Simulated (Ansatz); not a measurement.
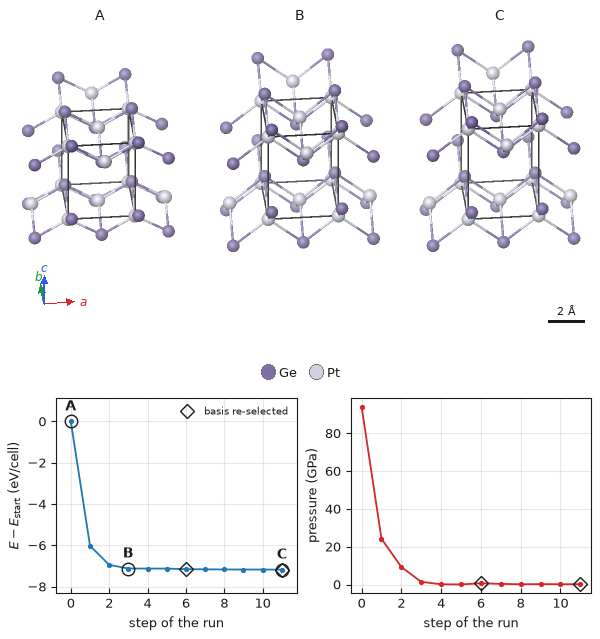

Frames of a relaxation of solid GePt (built on the litharge_129 type) (coarse preliminary run), marked on the history of the run. The picture is a ball-and-stick view of the cell of the calculation, seen from a free direction.

Case: litharge type (P4/nmm, No. 129).

Computed with DFT PBE, scalar-relativistic, plane waves, PAW (Ansatz 0.2.0). Settings: plane-wave cutoff 420 eV; k-point mesh 6 × 6 × 4; occupations gaussian; smearing width 0.1 eV; no spin polarisation; cell and atoms relaxed; force threshold 0.04 eV/Å; at most 70 steps.

What happens along the run?

The largest moves relative to the cell, 0.23 Å, are those of Ge atoms. Pt stays in place. The drawn cell changes as follows: a = b 3.738 → 3.940 Å (+5.4 %), c 4.723 → 5.831 Å (+23.5 %); the volume changes by +37.2 %. Among the contacts that change: Ge–Pt 2.174 → 2.538 Å, Pt–Pt 2.643 → 2.786 Å. Among the angles between lasting bonds that change: Pt–Ge–Pt 118.6° → 101.8°, Ge–Pt–Ge 118.6° → 101.8°, Ge–Pt–Ge 105.1° → 113.4°. The space group stays P4/nmm (No. 129). The energy falls by 7.176 eV per cell of the calculation in 9 accepted moves (11 points after the start). Largest force component: 13 eV/Å at the start, 0.0079 eV/Å at the end. The pressure goes from 94.09 to 0.16 GPa. The SCF was repeated twice at an unchanged geometry on a basis and grid sized afresh for the cell, which shifted the energy by 28.1 meV per cell of the calculation at most. The run took 36 s on 1 thread of Intel(R) Xeon(R) 6975P-C (Granite Rapids) (shared host), peak memory 0.46 GiB. From step 0 to 3: Ge atoms move most (0.36 Å), volume +24.1 %, energy −7.122 eV per cell of the calculation. From step 3 to 11: Ge atoms move most (0.17 Å), volume +10.6 %, energy −53.6 meV per cell of the calculation.
